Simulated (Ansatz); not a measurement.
# Single-point calculation of BaO

System: BaO (Fm-3m, 2 atoms in the cell).
Method: DFT, PBEsol, plane waves, PAW, no spin polarisation (Ansatz 0.2.0).

The structure derives from an entry of the Crystallography Open Database. The geometry comes from this level: r2SCAN. Figures and captions count atoms from 1; the log counts them from 0 in places.

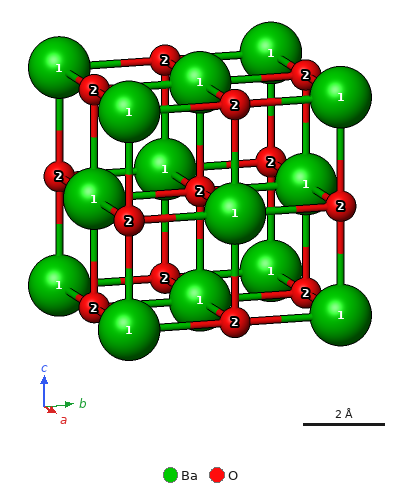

*The structure (ball-and-stick view of the cell 4 times as large as that of the calculation, set on its symmetry axes, seen slightly off an axis; atoms are numbered from 1 in the order of the input).*

Near neighbours in the crystal (not all of them lie inside the picture): Ba has 6 O at 2.77 Å; O has 6 Ba at 2.77 Å.

**The input**
```yaml
crystal:
  lattice:
    - [0.0, 2.7719428467, 2.7719428467]
    - [2.7719428467, 0.0, 2.7719428467]
    - [2.7719428467, 2.7719428467, 0.0]
  atoms:
    - { symbol: Ba, position: [0.0, 0.0, 0.0] }
    - { symbol: O, position: [0.5, 0.5, 0.5] }
kpoints:
  mp_grid: { grid: [6, 6, 6] }
hamiltonian:
  xc: pbesol
scf:
  occupations: { method: fixed }
  n_extra_bands: 4
output:
  forces: true
  stress: true
  eigenvalues: true
  write_density: true
  write_potential: true
  elf: true
  volumetric_format: npy
```

Command:
```bash
ansatz run input.yaml --threads 4 --pin off --max-ram 3686MiB --backend cpu --events-out ev --progress --plain --runs-dir out
```

**Log**
```
scf.n_extra_bands = 4 over 8 filled bands (N_el = 16.0): the run solves 12 bands
Engine: ansatz 0.2.0, aarch64-unknown-linux-gnu
Pseudopotentials: kind: paw
Pseudopotential: Ba, paw, valence charge 10, recommended cutoff 420 eV (normal), Ba.paw.azcp
Pseudopotential: O, paw, valence charge 6, recommended cutoff 420 eV (normal), O.paw.azcp
Functional definition: PBEsol
  exchange = pbesol_x
  correlation = pbesol_c
Crystal: 2 atoms, lattice volume = 42.597 Å³
Basis set: ecut = 420 eV, 869 PW (Γ), exchange–correlation on 54×54×54 points (8 copies of the dense FFT grid, shifted against one another)
Bands: 12, of which v1, the nominal top of the filled ones, is band 8 counted from 1 (7 counted from 0)
Symmetry: 48 space group operations
Space group: Fm-3m (ITA 225), of the structure as read, at distance tolerance 3.5e-5 Å
k-points: 16 of 216
Non-local potential: Ba, projectors of the file, l = 0: 3, l = 1: 2, l = 2: 2, l = 3: 2
Non-local potential: O, projectors of the file, l = 0: 2, l = 1: 2, l = 2: 1
PAW form: soft (Blöchl's): semilocal exchange-correlation on the pseudo side does not see the compensation charge
PAW frozen core: Ba, regenerated for the run's functional, and the local potential with it (the file was generated under x = pbe(κ = 0.804, μ = 0.2195149727645171), c = pbe(β = 0.06672455060314922))
PAW frozen core: O, regenerated for the run's functional, and the local potential with it (the file was generated under x = pbe(κ = 0.804, μ = 0.2195149727645171), c = pbe(β = 0.06672455060314922))
PAW one-centre angular grid: Ba, 194 points (default); XC on 64 Gauss nodes
PAW one-centre angular grid: O, 110 points (default); XC on 64 Gauss nodes
Initial density: superposition of atomic densities (neutral atoms: chi_scale 0, normalization atom), corrected by the library's trained network
Initial wavefunctions: pseudopotential atomic-orbital guess
Functional: x = pbesol(κ = 0.804, μ = 0.12345679012345678), c = pbesol(β = 0.046)
SCF iter   1: F=—  HF=-6426.098159 eV  |F-HF|=—  |Δ(HF+E_count)|=         —  Δρ=1.38e-2  dr2=8.20e-2  ethr=1.77e-3  ⟨swp⟩=5.0  Hψ=1105  notcnv=0  defer=24
preconditioner: auto → none  [insulator: Δε(μ)=1.716 eV  Ē_g=13.085 eV  n_scr=14 (ndim 8)  ℏωp=21.3 eV  f_vac=0.000  ε∞_Penn≈3.6]
SCF iter   2: F=—  HF=-6426.101911 eV  |F-HF|=—  |Δ(HF+E_count)|=   3.75e-3  Δρ=1.60e-2  dr2=1.04e-1  ethr=5.13e-4  ⟨swp⟩=2.4  Hψ=476  notcnv=0  defer=28
SCF iter   3: F=—  HF=-6426.080163 eV  |F-HF|=—  |Δ(HF+E_count)|=   2.17e-2  Δρ=1.56e-3  dr2=7.75e-4  ethr=5.13e-4  ⟨swp⟩=2.3  Hψ=275  notcnv=0  defer=28
SCF iter   4: F=—  HF=-6426.080116 eV  |F-HF|=—  |Δ(HF+E_count)|=   4.70e-5  Δρ=5.44e-4  dr2=9.65e-5  ethr=4.84e-6  ⟨swp⟩=2.8  Hψ=315  notcnv=0  defer=29
SCF iter   5: F=—  HF=-6426.080097 eV  |F-HF|=—  |Δ(HF+E_count)|=   1.86e-5  Δρ=3.78e-5  dr2=6.33e-7  ethr=6.03e-7  ⟨swp⟩=2.0  Hψ=240  notcnv=0  defer=25
SCF iter   6: F=-6426.080097 eV  HF=-6426.080097 eV  |F-HF|=1.57e-9  |Δ(HF+E_count)|=   2.05e-7  Δρ=2.48e-6  dr2=1.75e-9  ethr=6.25e-10  ⟨swp⟩=12.0  Hψ=1915  notcnv=0
SCF 1 converged in 6 iterations: F = -6426.080097 eV  dr2 = 1.75e-9
  greatest PAW one-centre occupation: 0.955 electrons in one spin orbital (limit 2), on the Ba atom at site 0 (counted from 0), in its partial waves of l = 0
```

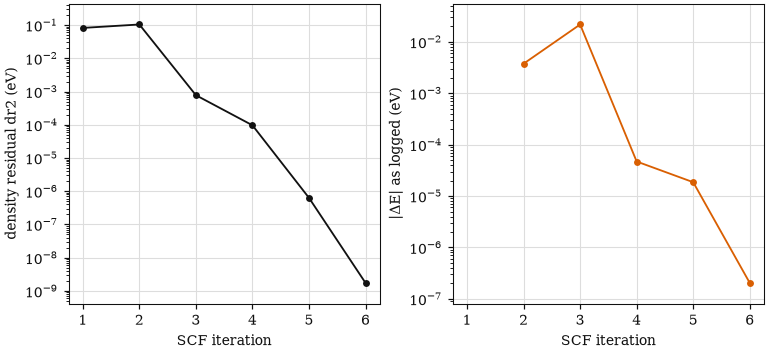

*Convergence of the self-consistent field: density residual dr2 and size of the energy change against the SCF iteration.*

The residual falls almost steadily, with no more than small rises.

```
SCF converged after 6 iterations
Free energy (F): -6426.080097 eV
Harris-Foulkes:  -6426.080097 eV  (|F-HF|=1.57e-9)
Internal energy: -6426.080097 eV  (E = F + TS)
E sigma→0 (E₀):  -6426.080097 eV
Fermi energy:    8.377598 eV
--- Per-component energies (eV) ---
  E_band       = -17.398727
  E_kinetic    = 343.687847
  E_local      = -562.238879  (includes V_loc(G=0)·N_el)
  E_nonlocal   = 106.597818
  E_hartree    = 198.791350
  E_xc         = -241.264629
  E_vxc        = -231.111046  (∫ρ·V_xc dr)
  E_paw        = -5292.224296  (= ΣΔE_a)
  E_vpaw       = -71.919946  (= ΣTr[D̂ρ^β])
  E_aug_tail   = 0.002374  (compensation charges beyond the density's cutoff)
  E_ewald      = -979.618402
  E_core_change = 0.186721  (= ΣΔE_core)
  E_smearing   = -0.000000  (= −TS)
  E_closure    = 0.000000  (closes the sum)
  Σ components = -6426.080097   (vs F -6426.080097, Δ=0.00e0)
--- Forces (eV/Å), atoms counted from 1 ---
  atom   1  Ba    -0.00000000     0.00000000     0.00000000
  atom   2  O      0.00000000    -0.00000000    -0.00000000
  max |Σ_I F_I| component: 2.50e-29 eV/Å
--- Stress (GPa, compression-positive) ---
       -2.138051      -0.000000      -0.000000
        0.000000      -2.138051      -0.000000
        0.000000      -0.000000      -2.138051
  P = ⅓ Tr σ = -2.1381 GPa (-21.381 kbar)
--- Band table (eV; the first three rows and the last of 16) ---
  k-point 0: bands = ["-17.3720", "-6.5432", "-1.8717", "-1.8717", "-1.8717", "7.9247", "7.9247", "7.9247", "11.7858", "13.0786", "13.0786", "13.0786"]
  k-point 1: bands = ["-17.3094", "-6.7255", "-1.9381", "-1.9029", "-1.9029", "7.4097", "7.6265", "7.6265", "12.6566", "12.9898", "13.5405", "13.5405"]
  k-point 2: bands = ["-17.1794", "-7.0917", "-2.0584", "-1.9635", "-1.9635", "6.6627", "7.1163", "7.1163", "12.8758", "14.7035", "14.7035", "14.9786"]
  k-point 15: bands = ["-17.0388", "-6.8709", "-3.1750", "-2.7198", "-2.0796", "7.2774", "8.1083", "8.2537", "11.5566", "14.3243", "15.0527", "17.5887"]
```

**File rho_z.tsv**
```
# z_ang	rho[e/angstrom^3]
# format = ansatz-planar-average/11
# lattice	0.000000000	2.771942847	2.771942847
# lattice	2.771942847	0.000000000	2.771942847
# lattice	2.771942847	2.771942847	0.000000000
# sites	2
# site	56	0.000000000	0.000000000	0.000000000
# site	8	2.771942847	2.771942847	2.771942847
0.000000	3.824573e-1
0.145190	3.825530e-1
0.290379	3.817753e-1
0.435569	3.769637e-1
0.580758	3.637654e-1
0.725948	3.400223e-1
0.871138	3.100657e-1
1.016327	2.846886e-1
1.161517	2.774211e-1
1.306706	3.008936e-1
1.451896	3.589859e-1
1.597086	4.378826e-1
1.742275	5.108527e-1
1.887465	5.536369e-1
2.032654	5.536369e-1
2.177844	5.108527e-1
2.323034	4.378826e-1
2.468223	3.589859e-1
2.613413	3.008936e-1
2.758602	2.774211e-1
2.903792	2.846886e-1
3.048982	3.100657e-1
3.194171	3.400223e-1
3.339361	3.637654e-1
3.484550	3.769637e-1
3.629740	3.817753e-1
3.774930	3.825530e-1
```

**File v_z.tsv**
```
# z_ang	v_es[eV]	v_tot[eV]
# format = ansatz-planar-average/11
# xc	pbesol
# density_cutoff_ev	1680
# datasets	Ba=:simpson_from_first_knot:soft:shift=-1146388	O=:simpson_from_first_knot:soft:shift=-234619
# lattice	0.000000000	2.771942847	2.771942847
# lattice	2.771942847	0.000000000	2.771942847
# lattice	2.771942847	2.771942847	0.000000000
# sites	2
# site	56	0.000000000	0.000000000	0.000000000
# site	8	2.771942847	2.771942847	2.771942847
0.000000	-5.261101e-1	-1.151838e1
0.145190	-3.426636e-1	-1.128360e1
0.290379	1.897364e-1	-1.060887e1
0.435569	1.056981e0	-9.531692e0
0.580758	2.207325e0	-8.124856e0
0.725948	3.590218e0	-6.465788e0
0.871138	5.097831e0	-4.706866e0
1.016327	6.623209e0	-3.000361e0
1.161517	7.721707e0	-1.807300e0
1.306706	8.106437e0	-1.398168e0
1.451896	8.054110e0	-1.466889e0
1.597086	7.769856e0	-1.784089e0
1.742275	7.422686e0	-2.166040e0
1.887465	7.199407e0	-2.412946e0
2.032654	7.199407e0	-2.412946e0
2.177844	7.422686e0	-2.166040e0
2.323034	7.769856e0	-1.784089e0
2.468223	8.054110e0	-1.466889e0
2.613413	8.106437e0	-1.398168e0
2.758602	7.721707e0	-1.807300e0
2.903792	6.623209e0	-3.000361e0
3.048982	5.097831e0	-4.706866e0
3.194171	3.590218e0	-6.465788e0
3.339361	2.207325e0	-8.124856e0
3.484550	1.056981e0	-9.531692e0
3.629740	1.897364e-1	-1.060887e1
3.774930	-3.426636e-1	-1.128360e1
```

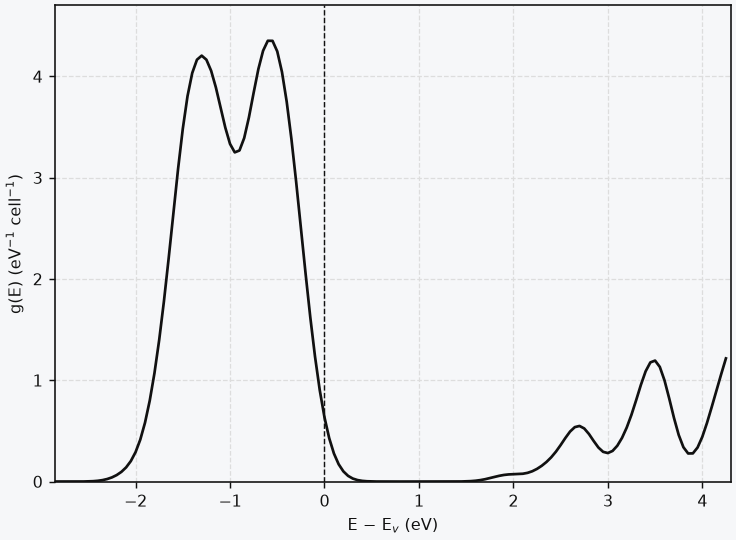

*Density of states (the curve is built from the levels of the k mesh with Gaussians 0.4 eV wide, which also blur the band edges), with energies from the valence-band top.*

There is a gap of 1.95 eV on the k-point mesh. Small ripples come from the finite k-point mesh.

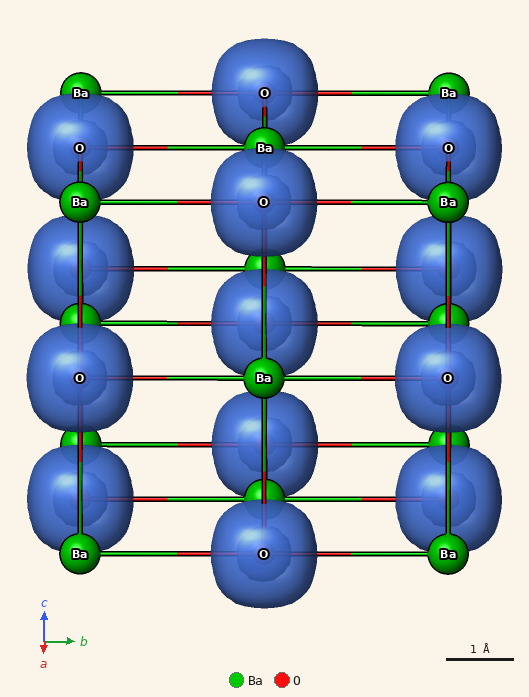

*Isosurface of the ELF at 0.75 (blue), seen at an oblique angle. Core shells and regions of very low density are left out. Sticks mark near contacts. The outline is the cell set on symmetry axes.*

Values along the shortest contacts: In a PAW calculation such maps are meaningful between the atoms, not at the nuclei.

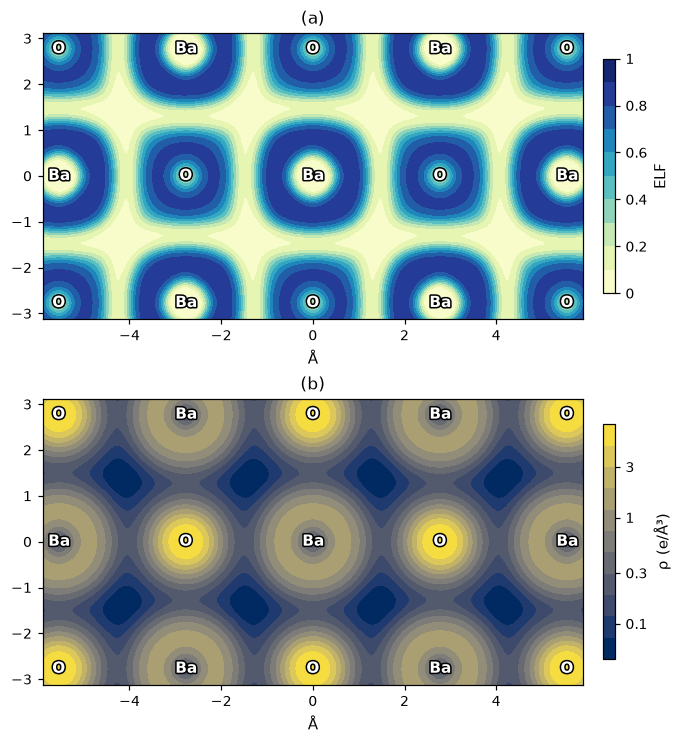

*(a) ELF; (b) valence charge density (pseudo) on the (100) plane of the conventional cell.*

Atoms in the plane: Ba and O. Ba–O (2.77 Å): ρ is about 0.23 e/Å³ halfway; the ELF is about 0.15 at the midpoint, as expected for two separate closed shells. Away from the nuclei the density in this plane falls to 0.05 e/Å³ at its lowest. The strong features right at Ba lie inside the PAW spheres (semicore, d or f shells) and say nothing about bonding.

**Summary**

```tsv
quantity	value
outcome	converged
space group (tolerance 0.01 Å)	Fm-3m (225)
electrons treated	16
free energy	−6426.0801 eV
Fermi energy	8.378 eV
gap on the k-point mesh	1.95 eV
pressure	−2.14 GPa
largest force (length of the vector)	under 0.001 eV/Å
hardware	4 threads of Arm Neoverse N1, 98 GiB of memory available, shared host
wall time	0.96 s (CPU time 2 s)
peak memory	0.34 GiB
```
